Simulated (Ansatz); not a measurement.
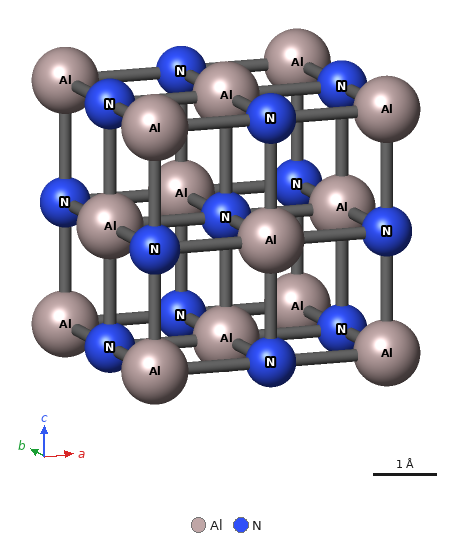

Fig. 1: The input geometry (ball-and-stick view of the cell 4 times as large as that of the calculation, set on its symmetry axes, seen slightly off an axis). Near neighbours in the crystal (not all of them lie inside the picture): Al has 6 N at 1.98 Å; N has 6 Al at 1.98 Å.

**AlN: band-structure calculation**

System: AlN (Fm-3m, 2 atoms in the cell).
Method: DFT, LDA, PAW with Ansatz's default frozen-core files, scalar-relativistic, no spin polarisation (Ansatz 0.2.0).

The structure derives from an entry of the Crystallography Open Database. It belongs to a series of runs on one base structure; here: PAW files in place of LAPW.

## Input file
```yaml
crystal:
  lattice:
    - [0.0, 1.978, 1.978]
    - [1.978, 0.0, 1.978]
    - [1.978, 1.978, 0.0]
  atoms:
    - { symbol: Al, position: [0.0, 0.0, 0.0] }
    - { symbol: "N", position: [0.5, 0.5, 0.5] }
kpoints:
  mp_grid: { grid: [10, 10, 10] }
  band_path:
    path:
      - [0.0, 0.0, 0.0]
      - [0.5, 0.0, 0.5]
      - [0.625, 0.25, 0.625]
      - [0.375, 0.375, 0.75]
      - [0.0, 0.0, 0.0]
      - [0.5, 0.5, 0.5]
      - [0.5, 0.25, 0.75]
      - [0.5, 0.0, 0.5]
    npoints: 14
scf:
  occupations: { method: fermi_dirac, width: 0.02 }
hamiltonian:
  xc: lda
  pseudopotentials: { kind: paw }
output:
  forces: true
  stress: true
  eigenvalues: true
  efg: { contact_densities: true }
  populations: true
  bader: true
  dos: { projected: true, de: 0.2, e_range: [-14, 8] }
  write_density: true
  write_potential: true
  elf: true
  volumetric_format: npy
```

Hardware: 1 thread of Arm Neoverse V1, 24 GiB of memory available, shared host.

Launched with:
```bash
ansatz run input.yaml --threads 1 --pin off --max-ram 3072MiB --backend cpu --events-out ev --progress --plain --runs-dir out
```

## What the program printed
```
Engine: ansatz 0.2.0, aarch64-unknown-linux-gnu
Pseudopotentials: kind: paw
Pseudopotential: Al, paw, valence charge 3, recommended cutoff 420 eV (normal), Al.paw.azcp
Pseudopotential: N, paw, valence charge 5, recommended cutoff 420 eV (normal), N.paw.azcp
Functional definition: SPW92
  exchange = slater_x
  correlation = pw_c
Crystal: 2 atoms, lattice volume = 15.478 Å³
Basis set: ecut = 420 eV, 307 PW (Γ)
Bands: 8, of which v1, the nominal top of the filled ones, is band 4 counted from 1 (3 counted from 0)
Symmetry: 48 space group operations
Space group: Fm-3m (ITA 225), of the structure as read, at distance tolerance 2.5e-5 Å
k-points: 47 of 1000
Non-local potential: Al, projectors of the file, l = 0: 2, l = 1: 2, l = 2: 1
Non-local potential: N, projectors of the file, l = 0: 2, l = 1: 2, l = 2: 1
PAW form: soft (Blöchl's): semilocal exchange-correlation on the pseudo side does not see the compensation charge
PAW frozen core: Al, regenerated for the run's functional, and the local potential with it (the file was generated under x = pbe(κ = 0.804, μ = 0.2195149727645171), c = pbe(β = 0.06672455060314922))
PAW frozen core: N, regenerated for the run's functional, and the local potential with it (the file was generated under x = pbe(κ = 0.804, μ = 0.2195149727645171), c = pbe(β = 0.06672455060314922))
PAW one-centre angular grid: Al, 110 points (default); XC on 64 Gauss nodes
PAW one-centre angular grid: N, 110 points (default); XC on 64 Gauss nodes
Initial density: superposition of atomic densities (neutral atoms: chi_scale 0, normalization atom), corrected by the library's trained network
Initial wavefunctions: pseudopotential atomic-orbital guess
Functional: x = slater, c = lda
SCF iter   1: F=—  HF=-889.644209 eV  |F-HF|=—  |Δ(HF+E_count)|=         —  Δρ=1.07e-2  dr2=1.75e-2  ethr=1.77e-3  ⟨swp⟩=5.1  Hψ=2701  notcnv=0
preconditioner: auto → none  [insulator: Δε(μ)=4.931 eV  Ē_g=17.399 eV  σ=0.020 eV  W_gap=1.00  n_scr=0 (ndim 8)  ℏωp=26.7 eV  f_vac=0.000  D(μ)=0.00/eV (n_scr^D=0)  ε∞_Penn≈3.4]
SCF iter   2: F=—  HF=-889.638705 eV  |F-HF|=—  |Δ(HF+E_count)|=   5.50e-3  Δρ=4.75e-3  dr2=1.49e-3  ethr=2.18e-4  ⟨swp⟩=2.4  Hψ=989  notcnv=0
SCF iter   3: F=—  HF=-889.638200 eV  |F-HF|=—  |Δ(HF+E_count)|=   5.04e-4  Δρ=1.74e-3  dr2=1.67e-4  ethr=1.86e-5  ⟨swp⟩=2.4  Hψ=701  notcnv=0
SCF iter   4: F=—  HF=-889.638130 eV  |F-HF|=—  |Δ(HF+E_count)|=   7.06e-5  Δρ=1.66e-4  dr2=1.39e-6  ethr=2.09e-6  ⟨swp⟩=1.5  Hψ=438  notcnv=0
SCF iter   5: F=—  HF=-889.638132 eV  |F-HF|=—  |Δ(HF+E_count)|=   1.69e-6  Δρ=7.29e-6  dr2=1.98e-9  ethr=1.73e-8  ⟨swp⟩=2.2  Hψ=563  notcnv=0
SCF iter   6: F=-889.638132 eV  HF=-889.638132 eV  |F-HF|=4.79e-11  |Δ(HF+E_count)|=   1.58e-9  Δρ=1.06e-6  dr2=9.67e-11  ethr=2.48e-11  ⟨swp⟩=4.8  Hψ=1994  notcnv=0
SCF 1 converged in 6 iterations: F = -889.638132 eV  dr2 = 9.67e-11
  greatest PAW one-centre occupation: 0.781 electrons in one spin orbital (limit 2), on the N atom at site 1 (counted from 0), in its partial waves of l = 0
NSCF: frozen V_eff on 99 k-points
SCF converged after 6 iterations
Free energy (F): -889.638132 eV
Harris-Foulkes:  -889.638132 eV  (|F-HF|=4.79e-11)
Internal energy: -889.638132 eV  (E = F + TS)
E sigma→0 (E₀):  -889.638132 eV
Fermi energy:    14.431907 eV
--- Per-component energies (eV) ---
  E_band       = 42.556484
  E_kinetic    = 165.871530
  E_local      = -163.624209  (includes V_loc(G=0)·N_el)
  E_nonlocal   = 56.806517
  E_hartree    = 59.594935
  E_xc         = -103.082463
  E_vxc        = -110.849663  (∫ρ·V_xc dr)
  E_paw        = -562.134250  (= ΣΔE_a)
  E_vpaw       = -24.837756  (= ΣTr[D̂ρ^β])
  E_aug_tail   = 0.000092  (compensation charges beyond the density's cutoff)
  E_ewald      = -343.206044
  E_core_change = 0.135761  (= ΣΔE_core)
  E_smearing   = -0.000000  (= −TS)
  E_closure    = 0.000000  (closes the sum)
  Σ components = -889.638132   (vs F -889.638132, Δ=0.00e0)
--- Forces (eV/Å), atoms counted from 1 ---
  atom   1  Al    -0.00000000     0.00000000     0.00000000
  atom   2  N      0.00000000    -0.00000000     0.00000000
  max |Σ_I F_I| component: 1.02e-29 eV/Å
--- Stress (GPa, compression-positive) ---
       12.440158       0.000000       0.000000
       -0.000000      12.440158      -0.000000
        0.000000       0.000000      12.440158
  P = ⅓ Tr σ = 12.4402 GPa (124.402 kbar)
--- PAW observables at the nuclei: V_zz in 10²¹ V/m², potentials from the cell's mean, atoms counted from 1 ---
  atom   1  Al V_zz =    -0.000000   η = 0.0000   by run symmetry: forbidden
            electrostatic potential = -1235.756139 V   contact ρ = 9978.889543 e/Å³
  atom   2  N  V_zz =    +0.000000   η = 0.0000   by run symmetry: forbidden
            electrostatic potential = -521.452116 V   contact ρ = 1388.450886 e/Å³
--- Band table (eV; the first three rows and the last of 47) ---
  k-point 0: bands = ["-6.1106", "11.8979", "11.8979", "11.8979", "18.6240", "24.0663", "24.0663", "24.0663"]
  k-point 1: bands = ["-5.8906", "10.8833", "11.7579", "11.7579", "19.1801", "23.2179", "24.4012", "24.4012"]
  k-point 2: bands = ["-5.2483", "8.6676", "11.4221", "11.4221", "19.5656", "22.9845", "24.7397", "24.7397"]
  k-point 46: bands = ["-1.2431", "5.1933", "6.5286", "7.8762", "20.0305", "21.2864", "24.2531", "25.4050"]
--- Löwdin populations: 2 sites ---
  site symbol       q [e]
     0     Al      1.9089
     1      N      6.0113
  spilling = 0.009978 (of n_electrons = 8.000000)
--- Bader charges: 2 sites ---
  site symbol  charge [e]  shift [e]
     0     Al      2.4751     0.0010
     1      N     -2.4751     0.0010
  estimated error of the sums over rays = 3.4e-4 e
```

## File bader_charges.tsv
```
# site	symbol	x_ang	y_ang	z_ang	partial_charge_e	electrons	volume_ang3	relative_density_drop	shared_charge_e	partial_wave_shift_e
# quadrature_error_electrons = 3.4e-4
0	Al	0.0000	0.0000	0.0000	2.47508	10.52492	3.20	-	2.47508	0.00099
1	N	1.9780	1.9780	1.9780	-2.47508	9.47508	12.28	-	-2.47508	0.00099
```

## File dos.tsv
```
# E-E_F[eV]	g_bin_mean(E)[states/eV]	N(E)
# format = ansatz-dos/2
# fermi_ev = 14.431907
# fermi_mp_grid = 10 10 10
# fermi_mp_shift = 0 0 0
# g_bin_mean(E): the states in a bin one row spacing wide, centred on E, divided by that spacing. States that the method places at a single energy (under output.dos.method: tetrahedron, those of a tetrahedron whose four corners have one energy) are counted whole in the row whose bin holds that energy (on the edge of two bins, in the lower row). The sum of g_bin_mean over a run of rows, times the row spacing, is the number of states from half a spacing under the first of them to half a spacing over the last (a plain sum, not the trapezoid rule).
-14.000000	0.000000e0	2.000000e0
-13.800000	0.000000e0	2.000000e0
-13.600000	0.000000e0	2.000000e0
-13.400000	0.000000e0	2.000000e0
-13.200000	0.000000e0	2.000000e0
-13.000000	0.000000e0	2.000000e0
-12.800000	0.000000e0	2.000000e0
-12.600000	0.000000e0	2.000000e0
-12.400000	0.000000e0	2.000000e0
-12.200000	0.000000e0	2.000000e0
-12.000000	0.000000e0	2.000000e0
-11.800000	0.000000e0	2.000000e0
-11.600000	0.000000e0	2.000000e0
-11.400000	2.796654e-9	2.000000e0
-11.200000	1.378329e-2	2.000351e0
-11.000000	9.515194e-2	2.009249e0
-10.800000	1.986299e-1	2.039891e0
-10.600000	2.403184e-1	2.084796e0
-10.400000	2.885958e-1	2.136729e0
-10.200000	4.066175e-1	2.203611e0
-10.000000	6.173525e-1	2.305290e0
-9.800000	8.648499e-1	2.449267e0
-9.600000	1.207493e0	2.669735e0
-9.400000	1.165652e0	2.904418e0
-9.200000	1.056844e0	3.131679e0
-9.000000	4.966469e-1	3.288857e0
-8.800000	3.431212e-1	3.366335e0
-8.600000	3.261558e-1	3.430999e0
-8.400000	3.826522e-1	3.500313e0
-8.200000	5.059287e-1	3.587247e0
-8.000000	5.595542e-1	3.699420e0
-7.800000	5.468609e-1	3.807637e0
-7.600000	5.886944e-1	3.921144e0
-7.400000	6.025636e-1	4.041444e0
-7.200000	5.884342e-1	4.160757e0
-7.000000	5.771339e-1	4.277168e0
-6.800000	5.654631e-1	4.391384e0
-6.600000	5.633315e-1	4.503910e0
-6.400000	5.995992e-1	4.618937e0
-6.200000	7.105915e-1	4.748562e0
-6.000000	7.501791e-1	4.895999e0
-5.800000	8.622251e-1	5.053709e0
-5.600000	1.063437e0	5.250165e0
-5.400000	1.212436e0	5.476585e0
-5.200000	1.156483e0	5.716459e0
-5.000000	1.149577e0	5.944810e0
-4.800000	1.176207e0	6.179079e0
-4.600000	1.161322e0	6.412769e0
-4.400000	1.182103e0	6.645201e0
-4.200000	1.236815e0	6.888342e0
-4.000000	1.220389e0	7.135116e0
-3.800000	1.143052e0	7.378289e0
-3.600000	8.040778e-1	7.570544e0
-3.400000	6.276343e-1	7.711830e0
-3.200000	5.033091e-1	7.825531e0
-3.000000	3.623599e-1	7.912509e0
-2.800000	2.259286e-1	7.969185e0
-2.600000	5.044552e-2	7.999412e0
-2.400000	0.000000e0	8.000000e0
-2.200000	0.000000e0	8.000000e0
-2.000000	0.000000e0	8.000000e0
-1.800000	0.000000e0	8.000000e0
-1.600000	0.000000e0	8.000000e0
-1.400000	0.000000e0	8.000000e0
-1.200000	0.000000e0	8.000000e0
-1.000000	0.000000e0	8.000000e0
-0.800000	0.000000e0	8.000000e0
-0.600000	0.000000e0	8.000000e0
-0.400000	0.000000e0	8.000000e0
-0.200000	0.000000e0	8.000000e0
0.000000	0.000000e0	8.000000e0
0.200000	0.000000e0	8.000000e0
0.400000	0.000000e0	8.000000e0
0.600000	0.000000e0	8.000000e0
0.800000	0.000000e0	8.000000e0
1.000000	0.000000e0	8.000000e0
1.200000	0.000000e0	8.000000e0
1.400000	0.000000e0	8.000000e0
1.600000	0.000000e0	8.000000e0
1.800000	0.000000e0	8.000000e0
2.000000	0.000000e0	8.000000e0
2.200000	0.000000e0	8.000000e0
2.400000	0.000000e0	8.000000e0
2.600000	7.707203e-3	8.000091e0
2.800000	7.091109e-2	8.006478e0
3.000000	9.546046e-2	8.024231e0
3.200000	1.396340e-1	8.047606e0
3.400000	1.930023e-1	8.080520e0
3.600000	2.619949e-1	8.125622e0
3.800000	3.307440e-1	8.185826e0
4.000000	3.568639e-1	8.254846e0
4.200000	4.059811e-1	8.330451e0
4.400000	4.951355e-1	8.419037e0
4.600000	6.299187e-1	8.530674e0
4.800000	7.885015e-1	8.672005e0
5.000000	1.057191e0	8.855231e0
5.200000	1.255151e0	9.087995e0
5.400000	1.426168e0	9.357047e0
5.600000	1.447387e0	9.649572e0
5.800000	1.199433e0	9.924162e0
6.000000	8.033985e-1	1.012364e1
6.200000	6.024664e-1	1.025512e1
6.400000	5.429277e-1	1.037119e1
6.600000	4.298901e-1	1.046669e1
6.800000	4.177496e-1	1.054826e1
7.000000	5.957564e-1	1.064373e1
7.200000	9.553116e-1	1.079735e1
7.400000	1.196079e0	1.101796e1
7.600000	1.285272e0	1.127106e1
7.800000	1.044150e0	1.151446e1
8.000000	7.034100e-1	1.167967e1
```

## File rho_z.tsv
```
# z_ang	rho[e/angstrom^3]
# format = ansatz-planar-average/11
# lattice	0.000000000	1.978000000	1.978000000
# lattice	1.978000000	0.000000000	1.978000000
# lattice	1.978000000	1.978000000	0.000000000
# sites	2
# site	13	0.000000000	0.000000000	0.000000000
# site	7	1.978000000	1.978000000	1.978000000
0.000000	2.148930e-1
0.139866	2.248794e-1
0.279731	2.551715e-1
0.419597	3.067066e-1
0.559463	3.804382e-1
0.699329	4.767425e-1
0.839194	5.917693e-1
0.979060	7.099942e-1
1.118926	8.070372e-1
1.258791	8.660262e-1
1.398657	8.849723e-1
1.538523	8.660262e-1
1.678389	8.070372e-1
1.818254	7.099942e-1
1.958120	5.917693e-1
2.097986	4.767425e-1
2.237852	3.804382e-1
2.377717	3.067066e-1
2.517583	2.551715e-1
2.657449	2.248794e-1
```

## File v_z.tsv
```
# z_ang	v_es[eV]	v_tot[eV]
# format = ansatz-planar-average/11
# xc	lda
# density_cutoff_ev	1680
# datasets	Al=:simpson_from_first_knot:soft:shift=-2310594	N=:simpson_from_first_knot:soft:shift=-528844
# lattice	0.000000000	1.978000000	1.978000000
# lattice	1.978000000	0.000000000	1.978000000
# lattice	1.978000000	1.978000000	0.000000000
# sites	2
# site	13	0.000000000	0.000000000	0.000000000
# site	7	1.978000000	1.978000000	1.978000000
0.000000	5.425106e0	-6.400876e0
0.139866	5.426250e0	-6.419186e0
0.279731	5.431915e0	-6.468301e0
0.419597	5.476813e0	-6.515934e0
0.559463	5.372161e0	-6.774427e0
0.699329	4.950118e0	-7.441434e0
0.839194	4.329756e0	-8.391251e0
0.979060	3.620482e0	-9.448253e0
1.118926	2.887395e0	-1.046446e1
1.258791	2.280253e0	-1.124641e1
1.398657	2.035353e0	-1.154961e1
1.538523	2.280253e0	-1.124641e1
1.678389	2.887395e0	-1.046446e1
1.818254	3.620482e0	-9.448253e0
1.958120	4.329756e0	-8.391251e0
2.097986	4.950118e0	-7.441434e0
2.237852	5.372161e0	-6.774427e0
2.377717	5.476813e0	-6.515934e0
2.517583	5.431915e0	-6.468301e0
2.657449	5.426250e0	-6.419186e0
```

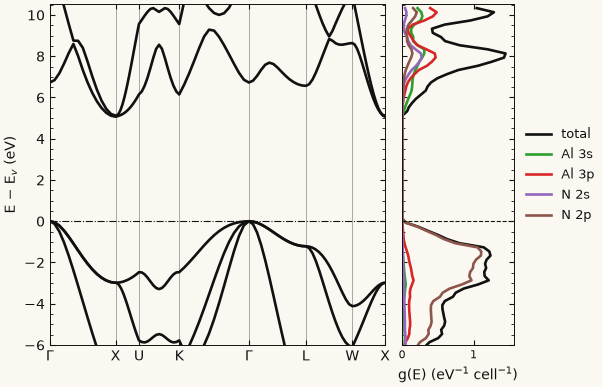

Fig. 2: Band structure along Γ–X–U–K–Γ–L–W–X and density of states (projected on Löwdin-orthogonalised atomic shells), with energies from the valence-band top. There is a gap of 5.07 eV on this path, indirect, from Γ to X.

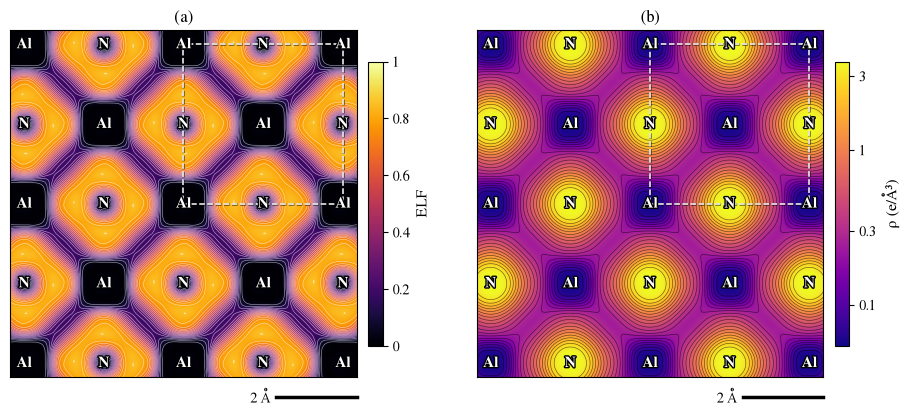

Fig. 3: (a) ELF; (b) valence charge density (pseudo) on the (100) plane of the conventional cell. The section cuts through Al and N sites. Al–N (1.98 Å): ρ is about 0.57 e/Å³ halfway; the ELF is about 0.80 at the midpoint. Away from the nuclei the density in this plane falls to 0.23 e/Å³ at its lowest. Core electrons are frozen (PAW), so the fields are smoothed inside the atomic spheres.

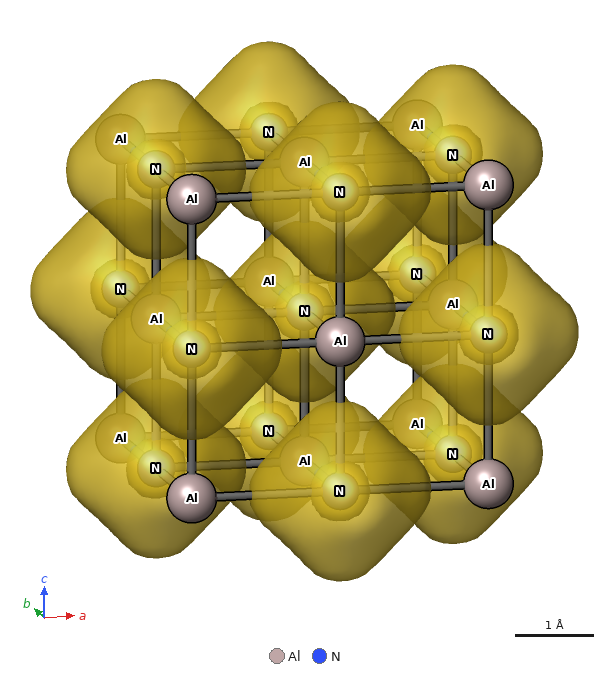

Fig. 4: Isosurface of the electron localisation function at 0.6 (yellow), seen slightly off an axis. Only the valence region is drawn (cores and ρ < 0.01 e/Å³ removed). Sticks mark near contacts. The outline is the cell set on symmetry axes. Values along the shortest contacts: Al–N (1.98 Å): the ELF is about 0.80 at the midpoint.

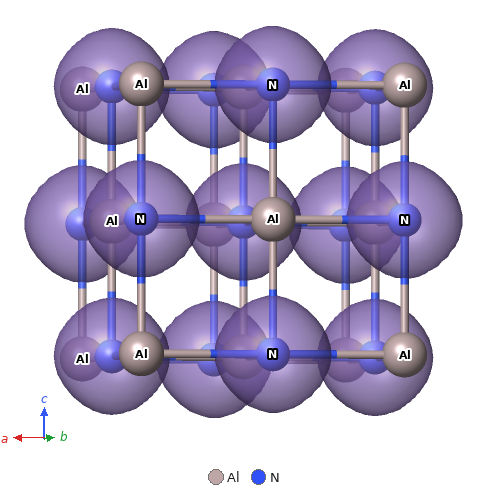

Fig. 5: Isosurface of the valence electron density at 0.8 e/Å³ (purple), seen at an oblique angle. Sticks mark near contacts. The outline is the cell set on symmetry axes. At this value the density breaks into separate islands; it holds about 50 % of the electrons treated as valence. It is pinched off along the Al–N (1.98 Å) contacts. On the grid the lowest density along these lines, outside the cores, is 0.47 e/Å³ (Al–N, 1.98 Å).

## Summary

```tsv
quantity	value
outcome	converged
space group (tolerance 0.01 Å)	Fm-3m (225)
electrons treated	8
free energy	−889.6381 eV
Fermi energy	14.432 eV
gap on the k-point mesh	5.07 eV
pressure	12.44 GPa
field gradient V_zz (10²¹ V/m²)	zero at all sites
largest force (length of the vector)	under 0.001 eV/Å
wall time	13 s
peak memory	0.28 GiB
```

## Notes

The cell is under a pressure of 12.4 GPa at this level, so it is not at its equilibrium volume.
